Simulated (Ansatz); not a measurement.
# Ru: geometry relaxation (part 1 of 2)

Ru (slab, 5 atoms in the cell), computed with DFT, LDA, PAW with Ansatz's default frozen-core files, scalar-relativistic, no spin polarisation (Ansatz 0.2.0).

It belongs to a series of runs on one base structure; here: atoms relaxed, PAW files.

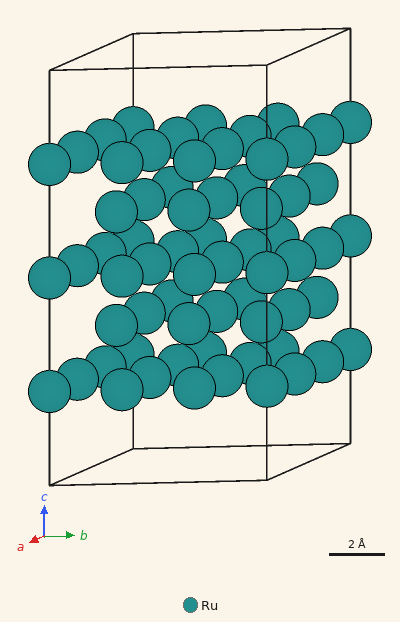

Figure 1. The starting structure (spheres-only view of the 3 × 3 repeat of the cell, with the vacuum cut short, seen slightly off an axis).

The input:
```yaml
crystal:
  lattice:
    - [2.6752522144, 0.0, 0.0]
    - [-1.3376261072, 2.3168363792, 0.0]
    - [0.0, 0.0, 24.4488]
  atoms:
    - { symbol: Ru, position: [0.0, 0.0, 0.327214067] }
    - { symbol: Ru, position: [0.333333334, 0.666666666, 0.4136070336] }
    - { symbol: Ru, position: [0.0, 0.0, 0.4999999997] }
    - { symbol: Ru, position: [0.333333334, 0.666666666, 0.5863929664] }
    - { symbol: Ru, position: [0.0, 0.0, 0.672785933] }
kpoints:
  mp_grid: { grid: [14, 14, 1] }
scf:
  occupations: { method: fermi_dirac, width: 0.1 }
hamiltonian:
  xc: lda
  pseudopotentials: { kind: paw }
output:
  forces: true
  stress: true
  eigenvalues: true
relax:
  f_tol: 0.01
  max_steps: 40
efield:
  axis: 3
  amplitude: 0
  dipole_correction: true
```

Machine: 2 threads of Arm Neoverse V2, 24 GiB of memory available, shared host.

Run as:
```bash
ansatz run input.yaml --threads 2 --pin off --max-ram 4096MiB --backend cpu --events-out ev --progress --plain --runs-dir out
```

Log:
```
Warning: output.stress: scf.convergence.dr2_threshold = 1e-7 eV (the SCF's general default) is looser than the 5e-10 eV advised for a printed stress (1e-10 eV for each atom of the cell: 5). What an SCF threshold leaves in a stress goes as its square root, and in the free energy as the threshold itself, and one threshold admits the most on a small cell: of the crystals measured, under no hybrid functional and no lock of the moments, on runs that ended without the residual-converged pass, on stresses that held no estimate of that error, the worst erred by over 100 MPa in a component at 1e-7 eV an atom and by under 5 at 1e-10. Every solve of this run answers to scf.convergence.dr2_threshold, and the tensor of one is reported: a single SCF on the reported geometry and on this run's grids (its basis.xc_grid and basis.ecutrho_ratio typed), with scf.convergence.dr2_threshold at 5e-10 eV or tighter, prints it and tightens no other solve. Else set scf.convergence.dr2_threshold to 5e-10 eV or tighter. The threshold is an SCF's pass mark: one that does not reach it within its budget of iterations ends unconverged, or closes short of it on a stop that the run arms, and scf.convergence.dr2_threshold's page says what that costs each kind of run
Engine: ansatz 0.2.0, aarch64-unknown-linux-gnu
Pseudopotentials: kind: paw
Pseudopotential: Ru, paw, valence charge 16, recommended cutoff 420 eV (normal), Ru.paw.azcp
Functional definition: SPW92
  exchange = slater_x
  correlation = pw_c
Crystal: 5 atoms, lattice volume = 151.537 Å³
Basis set: ecut = 420 eV, 2991 PW (Γ)
Bands: 48, of which v1, the nominal top of the filled ones, is band 40 counted from 1 (39 counted from 0)
Symmetry: 6 space group operations
k-points: 24 of 196 (time reversal used)
Non-local potential: Ru, projectors of the file, l = 0: 3, l = 1: 2, l = 2: 2, l = 3: 1
PAW form: soft (Blöchl's): semilocal exchange-correlation on the pseudo side does not see the compensation charge
PAW frozen core: Ru, regenerated for the run's functional, and the local potential with it (the file was generated under x = pbe(κ = 0.804, μ = 0.2195149727645171), c = pbe(β = 0.06672455060314922))
PAW one-centre angular grid: Ru, 590 points (default); XC on 64 Gauss nodes
Initial density: superposition of atomic densities (neutral atoms: chi_scale 0, normalization atom), corrected by the library's trained network
Initial wavefunctions: pseudopotential atomic-orbital guess
Functional: x = slater, c = lda
SCF iter   1: F=—  HF=-28789.061798 eV  |F-HF|=—  |Δ(HF+E_count)|=         —  Δρ=1.27e-2  dr2=1.91e0  ethr=1.77e-3  p=0.000 e·Å  D=2.47e-10 V/Å  ΔV_dip=-0.00 eV  dr2_dipole=7.29e-6  V_vac-E_F(+/−)=4.88/4.88 eV  ⟨swp⟩=7.8  Hψ=5058  notcnv=0
efield: sawtooth ramp at fractional position 0.9500 (placed from the atoms, in the widest stretch of the axis that holds none; the zero of the levels goes with the place), width 0.1000; the density the first Hamiltonian is built on has a dipole p = 0.000 e·Å; the dipole correction subtracts the counter field D = 2.47e-10 V/Å, which shifts the + side's vacuum level by -0.00 eV against the − side's; the planar-averaged density in the ramp window peaks in size at 3.6e-5 e/Å³
preconditioner: auto → LDOS  [metal: Δε(μ)=0.021 eV  Ē_g=4.848 eV  σ=0.100 eV  W_gap=0.05  n_scr=18 (ndim 8)  ℏωp=19.1 eV  f_vac=0.511  D(μ)=5.63/eV (n_scr^D=20)  β→1.0]
SCF iter   2: F=—  HF=-28789.022307 eV  |F-HF|=—  |Δ(HF+E_count)|=   3.95e-2  Δρ=5.57e-3  dr2=5.61e-2  ethr=1.77e-3  p=-0.000 e·Å  D=-1.29e-5 V/Å  ΔV_dip=0.00 eV  dr2_dipole=8.50e-6  V_vac-E_F(+/−)=5.27/5.27 eV  ⟨swp⟩=2.0  Hψ=1469  notcnv=0
SCF iter   3: F=—  HF=-28789.010515 eV  |F-HF|=—  |Δ(HF+E_count)|=   1.18e-2  Δρ=2.02e-3  dr2=8.71e-3  ethr=7.02e-5  p=0.000 e·Å  D=3.81e-6 V/Å  ΔV_dip=-0.00 eV  dr2_dipole=6.10e-7  V_vac-E_F(+/−)=5.33/5.33 eV  ⟨swp⟩=3.3  Hψ=2706  notcnv=0
SCF iter   4: F=—  HF=-28789.008818 eV  |F-HF|=—  |Δ(HF+E_count)|=   1.70e-3  Δρ=3.44e-4  dr2=1.00e-3  ethr=1.09e-5  p=0.000 e·Å  D=1.63e-6 V/Å  ΔV_dip=-0.00 eV  dr2_dipole=1.98e-8  V_vac-E_F(+/−)=5.36/5.36 eV  ⟨swp⟩=2.5  Hψ=1966  notcnv=0
SCF iter   5: F=—  HF=-28789.008720 eV  |F-HF|=—  |Δ(HF+E_count)|=   9.84e-5  Δρ=1.39e-4  dr2=7.29e-5  ethr=1.26e-6  p=0.000 e·Å  D=2.27e-6 V/Å  ΔV_dip=-0.00 eV  dr2_dipole=2.41e-10  V_vac-E_F(+/−)=5.38/5.38 eV  ⟨swp⟩=2.6  Hψ=1843  notcnv=0
SCF iter   6: F=—  HF=-28789.008715 eV  |F-HF|=—  |Δ(HF+E_count)|=   5.48e-6  Δρ=6.47e-5  dr2=1.30e-5  ethr=9.11e-8  p=0.000 e·Å  D=9.45e-7 V/Å  ΔV_dip=-0.00 eV  dr2_dipole=2.10e-9  V_vac-E_F(+/−)=5.40/5.40 eV  ⟨swp⟩=2.5  Hψ=1822  notcnv=0
SCF iter   7: F=-28789.008712 eV  HF=-28789.008712 eV  |F-HF|=7.85e-7  |Δ(HF+E_count)|=   2.85e-6  Δρ=2.12e-5  dr2=7.05e-7  ethr=3.12e-9  p=0.000 e·Å  D=3.77e-7 V/Å  ΔV_dip=-0.00 eV  dr2_dipole=8.72e-10  V_vac-E_F(+/−)=5.41/5.41 eV  ⟨swp⟩=9.4  Hψ=5877  notcnv=0
SCF 1 converged in 7 iterations: F = -28789.008712 eV  dr2 = 7.05e-7
  greatest PAW one-centre occupation: 0.999 electrons in one spin orbital (limit 2), on the Ru atom at site 4 (counted from 0), in its partial waves of l = 0
relax step   1: F+E_penalty+E_count = -28789.00871246 eV  Δ(F+E_penalty+E_count) = +0.000e0 eV  max|allowed force component| = 7.842e-1 eV/Å  Δτ_max = 0.0000 Å  (7 SCF iters, dr2 threshold 2.50e-6 eV, accepted)
Initial density: handed on by an earlier stage of this run
Initial wavefunctions: those handed on with the density
iter 1 solved again at ethr=6.71e-4 eV; its pass at ethr=3.10e-3 eV (dr2=5.37e-1 eV) is discarded
SCF iter   1: F=—  HF=-28789.087815 eV  |F-HF|=—  |Δ(HF+E_count)|=         —  Δρ=9.61e-3  dr2=5.11e-1  ethr=6.71e-4  p=0.000 e·Å  D=3.77e-7 V/Å  ΔV_dip=-0.00 eV  dr2_dipole=1.09e-9  V_vac-E_F(+/−)=5.35/5.35 eV  ⟨swp⟩=1.8  Hψ=3898  notcnv=0
efield: sawtooth ramp at fractional position 0.9500 (handed on by an earlier solve), width 0.1000; the density the first Hamiltonian is built on has a dipole p = 0.000 e·Å; the dipole correction subtracts the counter field D = 3.77e-7 V/Å, which shifts the + side's vacuum level by -0.00 eV against the − side's; the planar-averaged density in the ramp window peaks in size at 1.9e-6 e/Å³
preconditioner: auto → LDOS  [metal: Δε(μ)=0.017 eV  Ē_g=4.986 eV  σ=0.100 eV  W_gap=0.04  n_scr=18 (ndim 8)  ℏωp=19.1 eV  f_vac=0.517  D(μ)=5.30/eV (n_scr^D=18)  β→1.0]
SCF iter   2: F=—  HF=-28789.069056 eV  |F-HF|=—  |Δ(HF+E_count)|=   1.88e-2  Δρ=4.42e-3  dr2=3.78e-2  ethr=6.39e-4  p=0.000 e·Å  D=3.78e-6 V/Å  ΔV_dip=-0.00 eV  dr2_dipole=8.12e-12  V_vac-E_F(+/−)=5.35/5.35 eV  ⟨swp⟩=2.0  Hψ=1793  notcnv=0
SCF iter   3: F=—  HF=-28789.065462 eV  |F-HF|=—  |Δ(HF+E_count)|=   3.59e-3  Δρ=3.15e-3  dr2=2.55e-2  ethr=4.73e-5  p=0.000 e·Å  D=2.50e-6 V/Å  ΔV_dip=-0.00 eV  dr2_dipole=1.59e-11  V_vac-E_F(+/−)=5.33/5.33 eV  ⟨swp⟩=3.0  Hψ=2566  notcnv=0
SCF iter   4: F=—  HF=-28789.059029 eV  |F-HF|=—  |Δ(HF+E_count)|=   6.43e-3  Δρ=1.04e-3  dr2=1.80e-3  ethr=3.19e-5  p=0.000 e·Å  D=1.27e-6 V/Å  ΔV_dip=-0.00 eV  dr2_dipole=1.60e-13  V_vac-E_F(+/−)=5.32/5.32 eV  ⟨swp⟩=2.2  Hψ=1729  notcnv=0
SCF iter   5: F=—  HF=-28789.058622 eV  |F-HF|=—  |Δ(HF+E_count)|=   4.07e-4  Δρ=1.63e-4  dr2=1.15e-4  ethr=2.24e-6  p=0.000 e·Å  D=7.56e-7 V/Å  ΔV_dip=-0.00 eV  dr2_dipole=1.04e-11  V_vac-E_F(+/−)=5.32/5.32 eV  ⟨swp⟩=2.4  Hψ=2174  notcnv=0
SCF iter   6: F=-28789.058604 eV  HF=-28789.058607 eV  |F-HF|=2.94e-6  |Δ(HF+E_count)|=   1.50e-5  Δρ=5.64e-5  dr2=6.97e-6  ethr=4.80e-8  p=0.000 e·Å  D=1.87e-7 V/Å  ΔV_dip=-0.00 eV  dr2_dipole=3.72e-15  V_vac-E_F(+/−)=5.32/5.32 eV  ⟨swp⟩=7.2  Hψ=6125  notcnv=0
SCF 2 converged in 6 iterations: F = -28789.058604 eV  dr2 = 6.97e-6
  greatest PAW one-centre occupation: 0.999 electrons in one spin orbital (limit 2), on the Ru atom at site 0 (counted from 0), in its partial waves of l = 0
relax step   2: F+E_penalty+E_count = -28789.05860394 eV  Δ(F+E_penalty+E_count) = -4.989e-2 eV  max|allowed force component| = 3.987e-1 eV/Å  Δτ_max = 0.1051 Å  (6 SCF iters, dr2 threshold 3.84e-5 eV, accepted)
SCF iter   1: F=—  HF=-28789.079758 eV  |F-HF|=—  |Δ(HF+E_count)|=         —  Δρ=4.87e-3  dr2=1.49e-1  ethr=1.24e-3  p=0.000 e·Å  D=1.87e-7 V/Å  ΔV_dip=-0.00 eV  dr2_dipole=8.85e-12  V_vac-E_F(+/−)=5.34/5.34 eV  ⟨swp⟩=3.3  Hψ=2044  notcnv=0
efield: sawtooth ramp at fractional position 0.9500 (handed on by an earlier solve), width 0.1000; the density the first Hamiltonian is built on has a dipole p = 0.000 e·Å; the dipole correction subtracts the counter field D = 1.87e-7 V/Å, which shifts the + side's vacuum level by -0.00 eV against the − side's; the planar-averaged density in the ramp window peaks in size at 2.3e-6 e/Å³
preconditioner: auto → LDOS  [metal: Δε(μ)=0.017 eV  Ē_g=4.919 eV  σ=0.100 eV  W_gap=0.04  n_scr=18 (ndim 8)  ℏωp=19.1 eV  f_vac=0.516  D(μ)=5.44/eV (n_scr^D=18)  β→1.0]
SCF iter   2: F=—  HF=-28789.074872 eV  |F-HF|=—  |Δ(HF+E_count)|=   4.89e-3  Δρ=2.11e-3  dr2=8.16e-3  ethr=1.86e-4  p=0.000 e·Å  D=3.30e-6 V/Å  ΔV_dip=-0.00 eV  dr2_dipole=1.55e-10  V_vac-E_F(+/−)=5.33/5.33 eV  ⟨swp⟩=2.0  Hψ=1651  notcnv=0
SCF iter   3: F=—  HF=-28789.073578 eV  |F-HF|=—  |Δ(HF+E_count)|=   1.29e-3  Δρ=1.48e-3  dr2=4.27e-3  ethr=1.02e-5  p=0.000 e·Å  D=2.78e-6 V/Å  ΔV_dip=-0.00 eV  dr2_dipole=9.22e-11  V_vac-E_F(+/−)=5.34/5.34 eV  ⟨swp⟩=3.0  Hψ=2515  notcnv=0
SCF iter   4: F=—  HF=-28789.072419 eV  |F-HF|=—  |Δ(HF+E_count)|=   1.16e-3  Δρ=3.35e-4  dr2=1.50e-4  ethr=5.34e-6  p=0.000 e·Å  D=1.44e-6 V/Å  ΔV_dip=-0.00 eV  dr2_dipole=5.61e-12  V_vac-E_F(+/−)=5.34/5.34 eV  ⟨swp⟩=2.2  Hψ=1703  notcnv=0
SCF iter   5: F=—  HF=-28789.072400 eV  |F-HF|=—  |Δ(HF+E_count)|=   1.87e-5  Δρ=5.90e-5  dr2=1.78e-5  ethr=1.88e-7  p=0.000 e·Å  D=7.86e-7 V/Å  ΔV_dip=-0.00 eV  dr2_dipole=3.47e-12  V_vac-E_F(+/−)=5.34/5.34 eV  ⟨swp⟩=3.3  Hψ=2527  notcnv=0
SCF iter   6: F=-28789.072400 eV  HF=-28789.072400 eV  |F-HF|=1.02e-7  |Δ(HF+E_count)|=   8.64e-8  Δρ=2.16e-5  dr2=8.29e-7  ethr=1.24e-8  p=0.000 e·Å  D=4.65e-7 V/Å  ΔV_dip=-0.00 eV  dr2_dipole=8.64e-13  V_vac-E_F(+/−)=5.34/5.34 eV  ⟨swp⟩=8.9  Hψ=5281  notcnv=0
SCF 3 converged in 6 iterations: F = -28789.072400 eV  dr2 = 8.29e-7
relax step   3: F+E_penalty+E_count = -28789.07240046 eV  Δ(F+E_penalty+E_count) = -1.380e-2 eV  max|allowed force component| = 4.820e-2 eV/Å  Δτ_max = 0.0439 Å  (6 SCF iters, dr2 threshold 9.93e-6 eV, accepted)
```
